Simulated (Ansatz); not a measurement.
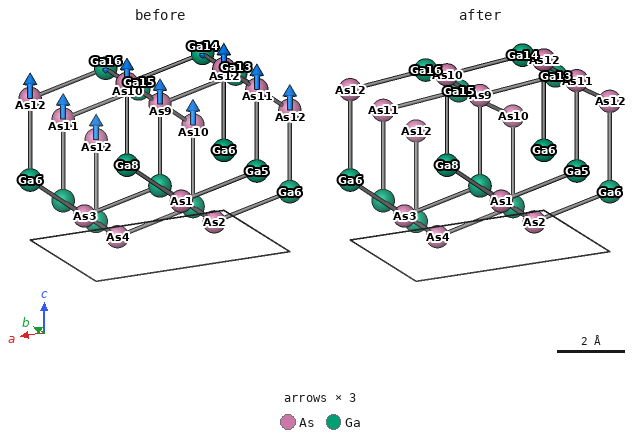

The structure of a slab of composition GaAs (cut from the F-43m phase) before (left) and after (right) a constrained relaxation, at one scale. The blue arrows give the displacements, 3 times their true length.

A ball-and-stick model of the cell of the calculation, outlined in the plane, without the vacuum (origin shifted), seen from a free direction.

Case: clean slab, lower planes held. The slab is the (1 1 1) face of GaAs. 8 atoms are held fixed.

Method: Ansatz 0.2.0, DFT PBE, scalar-relativistic, plane waves, PAW. Settings: plane-wave cutoff 420 eV; k-point mesh 2 × 2 × 1; occupations gaussian; smearing width 0.05 eV; no spin polarisation; dipole correction; atoms relaxed in a fixed cell; force threshold 0.03 eV/Å; at most 70 steps.

**What changed between the two?**

The largest moves, 0.27 Å, are those of As atoms. Largest moves by element: As 0.27 Å, Ga 0.06 Å. The lattice vectors keep their values. Some distances before and after: As–Ga 2.488 → 2.754 Å, As–Ga 2.488 → 2.400 Å. Bond angles that change, for instance: Ga–As–Ga 109.5° → 102.2°, Ga–As–Ga 109.5° → 115.7°, As–Ga–As 109.5° → 115.7°. Over 4 accepted moves (5 points after the start) the energy falls by 0.585 eV per cell of the calculation. The largest force component goes from 1.2 to 0.02 eV/Å. 1 step only repeated the SCF at the same geometry. Cost: 32 s on 4 threads of Arm Neoverse V2, on a shared host, peak memory 1.9 GiB.

Limits of the set-up: the k-point mesh is coarse for a cell with partly filled bands.
